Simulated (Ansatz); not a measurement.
# V_H in MgH2 (P4_2/mnm): do finer grids matter?

Aim: the (0/−1) level of V_H in MgH2 (P4_2/mnm) as a function of the real-space grids and precision, with the cost of each choice. The model is a cell of 72 host atoms with 1 H taken out; the atoms are relaxed once and then held.

Calculated with Ansatz 0.2.0; plane-wave PAW DFT; relaxations with PBE, then single points with PBE, on supercells at fixed charge in a uniform background.

**1. The starting structure**

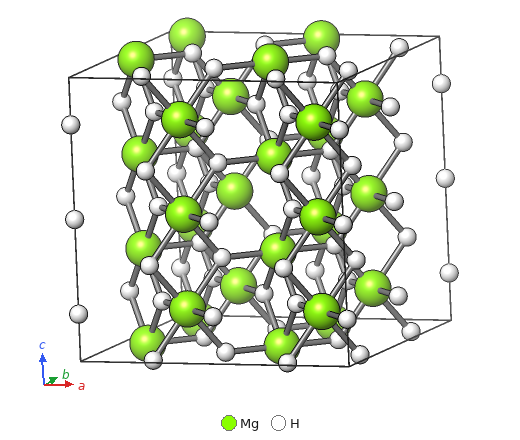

The starting structure, seen slightly off an axis (magnesium green, hydrogen white). Bonds to atoms that aren't drawn are left out. Some periodic images of atoms are drawn too.

The cell holds 71 atoms: 24 Mg and 47 H. Its edges and angles: a = 9.033 Å, b = 9.033 Å, c = 9.039 Å, α = 90.0°, β = 90.0°, γ = 90.0°. It derives from MgH2 (space group P4_2/mnm). Nearest the centre at fractional (0.402, 0.598, 0.500): Mg25 at 1.94 Å, Mg67 at 1.96 Å, Mg61 at 1.96 Å, H47 at 2.50 Å, H70 at 2.76 Å, H15 at 2.76 Å, H9 at 2.76 Å, H64 at 2.76 Å. The cell carries charge −1.

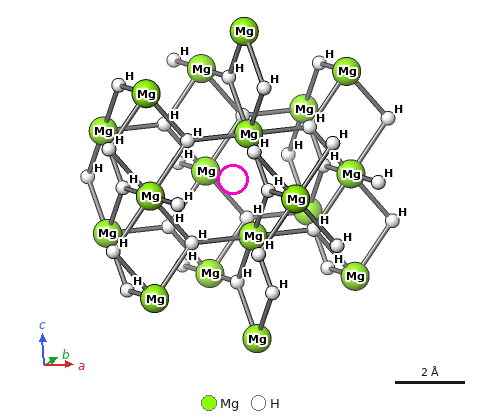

The atoms within 5 Å of the centre. A ring marks the centre wherever it is empty.

As a file:

```xyz
71
Lattice="9.0326 0.0000 0.0000 0.0000 9.0326 0.0000 0.0000 0.0000 9.0391" Properties=species:S:1:pos:R:3 pbc="T T T"
Mg    2.2581    2.2581    1.5065
Mg    0.0000    0.0000    0.0000
H     3.1418    3.1418    0.0000
H     3.6326    0.8836    1.5065
H     1.3745    1.3745    0.0000
H     0.8836    3.6326    1.5065
Mg    2.2581    2.2581    4.5195
Mg    0.0000    0.0000    3.0130
H     3.1418    3.1418    3.0130
H     3.6326    0.8836    4.5195
H     1.3745    1.3745    3.0130
H     0.8836    3.6326    4.5195
Mg    2.2581    2.2581    7.5326
Mg    0.0000    0.0000    6.0261
H     3.1418    3.1418    6.0261
H     3.6326    0.8836    7.5326
H     1.3745    1.3745    6.0261
H     0.8836    3.6326    7.5326
Mg    2.2581    6.7744    1.5065
Mg    0.0000    4.5163    0.0000
H     3.1418    7.6581    0.0000
H     3.6326    5.3999    1.5065
H     1.3745    5.8908    0.0000
H     0.8836    8.1489    1.5065
Mg    2.2581    6.7744    4.5195
Mg    0.0000    4.5163    3.0130
H     3.1418    7.6581    3.0130
H     1.3745    5.8908    3.0130
H     0.8836    8.1489    4.5195
Mg    2.2581    6.7744    7.5326
Mg    0.0000    4.5163    6.0261
H     3.1418    7.6581    6.0261
H     3.6326    5.3999    7.5326
H     1.3745    5.8908    6.0261
H     0.8836    8.1489    7.5326
Mg    6.7744    2.2581    1.5065
Mg    4.5163    0.0000    0.0000
H     7.6581    3.1418    0.0000
H     8.1489    0.8836    1.5065
H     5.8908    1.3745    0.0000
H     5.3999    3.6326    1.5065
Mg    6.7744    2.2581    4.5195
Mg    4.5163    0.0000    3.0130
H     7.6581    3.1418    3.0130
H     8.1489    0.8836    4.5195
H     5.8908    1.3745    3.0130
H     5.3999    3.6326    4.5195
Mg    6.7744    2.2581    7.5326
Mg    4.5163    0.0000    6.0261
H     7.6581    3.1418    6.0261
H     8.1489    0.8836    7.5326
H     5.8908    1.3745    6.0261
H     5.3999    3.6326    7.5326
Mg    6.7744    6.7744    1.5065
Mg    4.5163    4.5163    0.0000
H     7.6581    7.6581    0.0000
H     8.1489    5.3999    1.5065
H     5.8908    5.8908    0.0000
H     5.3999    8.1489    1.5065
Mg    6.7744    6.7744    4.5195
Mg    4.5163    4.5163    3.0130
H     7.6581    7.6581    3.0130
H     8.1489    5.3999    4.5195
H     5.8908    5.8908    3.0130
H     5.3999    8.1489    4.5195
Mg    6.7744    6.7744    7.5326
Mg    4.5163    4.5163    6.0261
H     7.6581    7.6581    6.0261
H     8.1489    5.3999    7.5326
H     5.8908    5.8908    6.0261
H     5.3999    8.1489    7.5326
```

Known beforehand: the electronic dielectric constant, (4.15, 4.15, 4.20), and the static one, (11.83, 11.83, 8.63), computed on the host (DFPT, PBEsol).

The cell's shortest repeat is 9.0 Å.

**2. Relaxing both charge states, PBE**

The study needs fixed structures, so each charge is relaxed once, at the zone centre alone, from small random displacements that break the symmetry of the site.

qm1.relax/input.yaml reads:

```yaml
crystal:
  lattice:
    - [4.51628941, 0.0, 0.0]
    - [0.0, 4.51628941, 0.0]
    - [0.0, 0.0, 3.01303247]
  atoms:
    - { symbol: Mg, position: [0.5, 0.5, 0.5] }
    - { symbol: Mg, position: [0.0, 0.0, 0.0] }
    - { symbol: H, position: [0.695657, 0.695657, 0.0] }
    - { symbol: H, position: [0.804343, 0.195657, 0.5] }
    - { symbol: H, position: [0.304343, 0.304343, 0.0] }
    - { symbol: H, position: [0.195657, 0.804343, 0.5] }
  supercell: [2, 2, 3]
  defects: [{ vacancy: 27 }]
total_charge: -1
basis:
  ecutwfc: 420
  xc_grid: 2
hamiltonian:
  xc: pbe
  pseudopotentials: { kind: paw, azcp: { folder: soft_1 } }
kpoints:
  mp_grid: { grid: [1, 1, 1] }
scf:
  occupations: { method: fixed }
  max_iter: 100
output:
  forces: true
  charged_corrections:
    epsilon: [4.15, 4.15, 4.2]
    static_epsilon: [11.83, 11.83, 8.63]
    defect_position: [0.402171, 0.597829, 0.5]
relax:
  f_tol: 0.02
  max_steps: 60
  random_displacement: { amplitude: 0.05, seed: 2156 }
checkpoint:
  write: "../qm1.relax.run"
  compress: false
  write_wavefunctions: true
  write_every: 100000
```

The run is started by

```console
$ ansatz run input.yaml --threads 4 --pin off --max-ram 17899MiB --backend cpu --events-out ev --progress --plain --runs-dir out
```

Numbers of over 12 decimals in the logs are rounded to 6 here.

Output:

```text
[... repeated set-up lines and file paths are left out, and long positions are rounded to six places ...]
Engine: ansatz 0.2.0, x86_64-unknown-linux-gnu
Pseudopotentials: kind: paw
Pseudopotential: Mg, paw, valence charge 10, recommended cutoff 420 eV (normal), soft_1/Mg.paw.azcp
Pseudopotential: H, paw, valence charge 1, recommended cutoff 420 eV (normal), soft_1/H.paw.azcp
Functional definition: PBE
  parameter kappa = 0.804
  parameter beta = 0.066725
  exchange = pbe_x(kappa = kappa, mu = beta*pi^2/3)
  correlation = pbe_c(beta = beta)
Crystal: 71 atoms, lattice volume = 737.477 Å³
Basis set: ecut = 420 eV, 14371 PW (Γ), exchange–correlation on 128×128×128 points (8 copies of the dense FFT grid, shifted against one another)
Bands: 215, of which v1, the nominal top of the filled ones, is band 144 counted from 1 (143 counted from 0)
Symmetry: 1 space group operations
k-points: 1
Non-local potential: Mg, projectors of the file, l = 0: 3, l = 1: 2, l = 2: 1
Non-local potential: H, projectors of the file, l = 0: 2, l = 1: 1
PAW form: soft (Blöchl's): semilocal exchange-correlation on the pseudo side does not see the compensation charge
PAW one-centre angular grid: Mg, 110 points (default); XC on 64 Gauss nodes
PAW one-centre angular grid: H, 110 points (default); XC on 64 Gauss nodes
Initial density: superposition of atomic densities (chi_scale 0.1, normalization cell, long waves kept (reshape's long-wave potential 0.04 eV rms))
Initial wavefunctions: pseudopotential atomic-orbital guess
Functional: x = pbe(κ = 0.804, μ = 0.219515), c = pbe(β = 0.066725)
SCF iter   1: F=—  HF=-46936.565086 eV  |F-HF|=—  |Δ(HF+E_count)|=         —  Δρ=8.02e-2  dr2=4.23e1  ethr=3.10e-3  ⟨swp⟩=5.0  Hψ=612  notcnv=0  defer=65
preconditioner: auto → Resta (q_TF=auto, 2.333 Å⁻¹)  ε∞=2.5  [insulator: Δε(μ)=1.555 eV  Ē_g=10.941 eV  n_scr=170 (ndim 8)  ℏωp=13.4 eV  f_vac=0.000  ε∞_Penn≈2.5]
SCF iter   2: F=—  HF=-46925.337661 eV  |F-HF|=—  |Δ(HF+E_count)|=    1.12e1  Δρ=3.70e-2  dr2=1.00e1  ethr=3.10e-3  ⟨swp⟩=2.0  Hψ=280  notcnv=0  defer=63
SCF iter   3: F=—  HF=-46922.349044 eV  |F-HF|=—  |Δ(HF+E_count)|=    2.99e0  Δρ=4.22e-3  dr2=6.47e-2  ethr=3.10e-3  ⟨swp⟩=2.0  Hψ=210  notcnv=0  defer=65
SCF iter   4: F=—  HF=-46922.422335 eV  |F-HF|=—  |Δ(HF+E_count)|=   7.33e-2  Δρ=5.46e-4  dr2=1.67e-3  ethr=2.25e-5  ⟨swp⟩=4.0  Hψ=275  notcnv=0  defer=69
SCF iter   5: F=—  HF=-46922.425087 eV  |F-HF|=—  |Δ(HF+E_count)|=   2.75e-3  Δρ=9.12e-5  dr2=8.49e-5  ethr=5.81e-7  ⟨swp⟩=2.0  Hψ=298  notcnv=0  defer=69
SCF iter   6: F=—  HF=-46922.425182 eV  |F-HF|=—  |Δ(HF+E_count)|=   9.48e-5  Δρ=2.58e-5  dr2=1.04e-5  ethr=3.47e-9  ⟨swp⟩=6.0  Hψ=578  notcnv=0
SCF iter   7: F=-46922.425183 eV  HF=-46922.425184 eV  |F-HF|=6.13e-7  |Δ(HF+E_count)|=   2.29e-6  Δρ=6.21e-6  dr2=7.82e-7  ethr=3.47e-9  ⟨swp⟩=5.0  Hψ=533  notcnv=0
SCF 1 converged in 7 iterations: F = -46922.425183 eV  dr2 = 7.82e-7
[...]
relax step   1: F+E_penalty+E_count = -46922.42518323 eV  Δ(F+E_penalty+E_count) = +0.000e0 eV  max|allowed force component| = 8.615e-1 eV/Å  Δτ_max = 0.0000 Å  (7 SCF iters, dr2 threshold 1.00e-5 eV, accepted)
[...]
relax step   2: F+E_penalty+E_count = -46923.13292234 eV  Δ(F+E_penalty+E_count) = -7.077e-1 eV  max|allowed force component| = 2.829e-1 eV/Å  Δτ_max = 0.1947 Å  (5 SCF iters, dr2 threshold 4.64e-5 eV, accepted)
[...]
relax step   4: F+E_penalty+E_count = -46923.21216001 eV  Δ(F+E_penalty+E_count) = -3.524e-3 eV  max|allowed force component| = 1.199e-2 eV/Å  Δτ_max = 0.0284 Å  (5 SCF iters, accepted)
NSCF: frozen V_eff on 1 k-points
the search or the solves at the SCF's close may have found levels that the self-consistency loop had missed (the run counts none). By its estimate they hold under 1e-12 electrons; where the run keeps them, the occupations were computed again with them
[...]
SCF converged after 5 iterations
Free energy (F): -46923.212160 eV
Harris-Foulkes:  -46923.212160 eV  (|F-HF|=5.76e-9)
Internal energy: -46923.212160 eV  (E = F + TS)
E sigma→0 (E₀):  -46923.212160 eV
Fermi energy:    4.296650 eV
--- Per-component energies (eV) ---
  E_band       = -9035.235110
  E_kinetic    = 2349.583403
  E_local      = -43637.884631  (includes V_loc(G=0)·N_el)
  E_nonlocal   = 4699.739602
  E_hartree    = 15012.075586
  E_xc         = -1077.168616
  E_vxc        = -1390.223852  (∫ρ·V_xc dr)
  E_paw        = -7253.093571  (= ΣΔE_a)
  E_vpaw       = -1080.544391  (= ΣTr[D̂ρ^β])
  E_aug_tail   = -0.058579  (compensation charges beyond the density's cutoff)
  E_ewald      = -17016.405355
  E_smearing   = -0.000000  (= −TS)
  E_closure    = -0.000000  (closes the sum)
  E_deformation_potential = -9.873248  (in the stress; not in F)
  Σ components = -46923.212160   (vs F -46923.212160, Δ=0.00e0)
--- Forces (eV/Å), atoms counted from 1 ---
  atom   1  Mg    -0.00471441    -0.00443925    -0.00258721
  atom   2  Mg    -0.00076214     0.00107608     0.00012407
  [... 6 atoms left out ...]
  atom   9  H     -0.00061044     0.00502280     0.00194818
  [... 5 atoms left out ...]
  atom  15  H      0.00399346     0.00376352    -0.00229179
  [... 9 atoms left out ...]
  atom  25  Mg    -0.00877958     0.00938336    -0.00168686
  [... 2 atoms left out ...]
  atom  28  H      0.00142457    -0.00311283     0.00592880
  [... 5 atoms left out ...]
  atom  34  H      0.00061069    -0.00478093    -0.00291294
  [... 12 atoms left out ...]
  atom  47  H     -0.01198623     0.00958923     0.00127435
  [... 13 atoms left out ...]
  atom  61  Mg     0.00596037    -0.00721978    -0.00371706
  [... 2 atoms left out ...]
  atom  64  H     -0.00323988    -0.00297269     0.00322497
  [... 2 atoms left out ...]
  atom  67  Mg     0.00504342    -0.00559094     0.00097950
  [... 2 atoms left out ...]
  atom  70  H     -0.00310860    -0.00358063    -0.00112365
  [... 1 atom left out ...]
  max |Σ_I F_I| component: 5.60e-5 eV/Å
--- Charged-cell corrections in eV (Makov–Payne, q = -1.000 e, ε = [11.830, 11.830, 8.630]) ---
  F (periodic)     = -46923.212160  (uncorrected; the corrections below are reported, never added to it)
  E_corr1          = +0.210478  (monopole, q²α_M/2ε̄L, of the cell on which ε is isotropic)
  F Makov-Payne    = -46923.001682  (F + E_corr1; no measured alignment; for a localised charge, not one spread in a band: unchecked)
  no potential alignment in this run, which stands beside a crystal: run the host's input off ansatz write-host-input, and read the two finished runs by ansatz place-levels (neither reads a slab, a wire or a sheet, whose cell leaves a vacuum)
--- Band table (eV) ---
  k-point 0: bands = ["-71.9215", "-71.9204", "-71.9203", "-71.9192", [... 207 left out ...] "13.4529", "13.4923", "13.6367", "13.7380"]
--- Relaxed structure (4 steps of the walk, 4 accepted, 0 SCFs on fresh bases) ---
  F+E_penalty+E_count = -46923.21216001 eV   max|allowed force component| = 1.199e-2 eV/Å
  atoms:
    - { symbol: Mg, position: [0.250078, 0.248558, 0.166619] }
    - { symbol: Mg, position: [-0.001891, 0.002232, -0.000152] }
    [... 6 atoms left out ...]
    - { symbol: H, position: [0.348662, 0.341961, 0.329230] }
    [... 5 atoms left out ...]
    - { symbol: H, position: [0.348295, 0.342240, 0.670479] }
    [... 9 atoms left out ...]
    - { symbol: Mg, position: [0.273586, 0.726814, 0.499819] }
    [... 2 atoms left out ...]
    - { symbol: H, position: [0.148218, 0.655401, 0.328798] }
    [... 5 atoms left out ...]
    - { symbol: H, position: [0.148205, 0.655447, 0.670718] }
    [... 12 atoms left out ...]
    - { symbol: H, position: [0.603118, 0.397635, 0.499772] }
    [... 13 atoms left out ...]
    - { symbol: Mg, position: [0.490988, 0.509313, 0.341683] }
    [... 2 atoms left out ...]
    - { symbol: H, position: [0.658067, 0.651950, 0.329084] }
    [... 2 atoms left out ...]
    - { symbol: Mg, position: [0.491023, 0.509273, 0.658054] }
    [... 2 atoms left out ...]
    - { symbol: H, position: [0.658084, 0.651964, 0.670551] }
    [... 1 atom left out ...]
```

It took 3.9 s on 4 threads of AMD EPYC 9R45, shared host; peak memory 0.85 GiB.

Relaxation path:

| step | energy less that of the first step (eV) | largest force component (eV/Å) |
| --- | --- | --- |
| 1 | 0.0000 | 0.8615 |
| 2 | -0.7077 | 0.2829 |
| 3 | -0.7835 | 0.0408 |
| 4 | -0.7870 | 0.0120 |

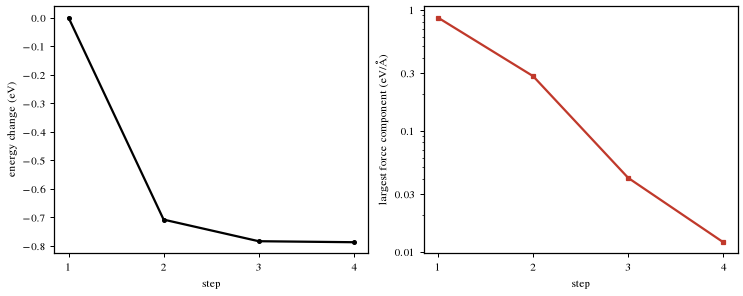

Energy and largest force along the relaxation.

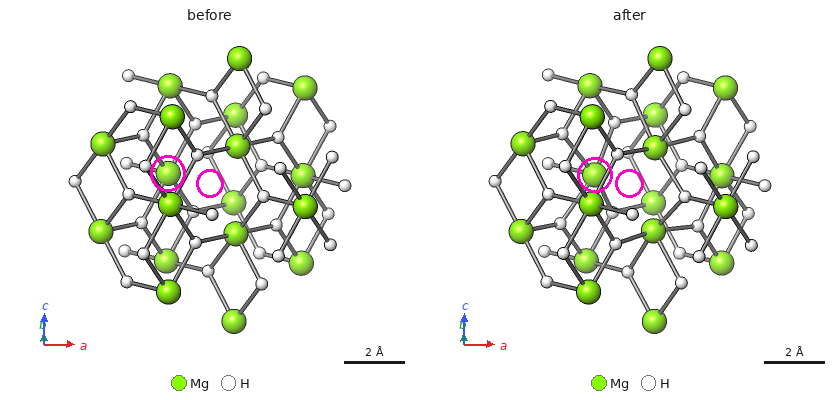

Before and after: the atoms that start within 5 Å of the centre. Mg25, which moves most, is ringed if it is among them. A ring with no atom in it marks the empty centre.

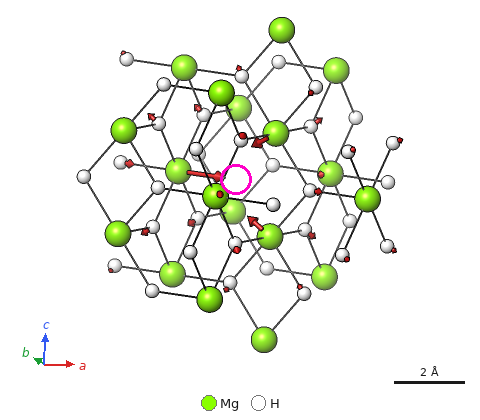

Displacements in the relaxation from the typed sites near the centre, exaggerated, the mean shift taken out; the longest in the cell stands for 0.29 Å. A ring marks the centre wherever it is empty.

The atoms that moved most (Å, from the sites as typed, ahead of the random displacement, the mean shift of all atoms taken out):

| atom | dx | dy | dz | length |
| --- | --- | --- | --- | --- |
| Mg25 | 0.207 | -0.207 | 0.000 | 0.293 |
| Mg61 | -0.087 | 0.087 | 0.077 | 0.145 |
| Mg67 | -0.087 | 0.086 | -0.076 | 0.144 |
| H29 | 0.049 | -0.051 | 0.000 | 0.071 |
| H28 | -0.042 | 0.032 | -0.039 | 0.066 |
| H32 | -0.032 | 0.042 | 0.039 | 0.065 |
| H34 | -0.042 | 0.032 | 0.038 | 0.065 |
| H27 | -0.031 | 0.041 | -0.039 | 0.065 |

Neighbours of the ideal centre at the end:

| atom | distance (Å) |
| --- | --- |
| Mg25 | 1.645 |
| Mg67 | 1.823 |
| Mg61 | 1.825 |
| H47 | 2.562 |
| H34 | 2.813 |
| H28 | 2.815 |
| H32 | 2.816 |
| H27 | 2.817 |
| H15 | 2.818 |
| H9 | 2.821 |
| H70 | 2.821 |
| H64 | 2.823 |

| charge | moment set (μB) | steps | largest displacement (Å) | time |
| --- | --- | --- | --- | --- |
| −1 | 0 | 4 | 0.29 | 3.9 s |
| 0 | 1 | 5 | 0.02 | 7.5 s |

The relaxation ends 11 meV an atom lower than the displaced start, with a largest force component of 0.012 eV/Å.

(Continued in part 2 of 2.)

[Logs are printed without paths, hosts, clocks, repeated set-up lines and the standing remarks that a program may print on its own settings, such as how far it seeks lower states.]

[Hosts, paths, dates, database ids (printed as entryN), source tags and the programs' standing remarks are cut or masked in the printed files.]

[Where a table of states has a column of steps, it counts the stored structures, which are thinned; the runs took as many ionic steps or more.]

[For some hosts the program warned that the k-mesh of the response run may be too coarse for force constants and the static dielectric constant; such warnings are not shown here.]
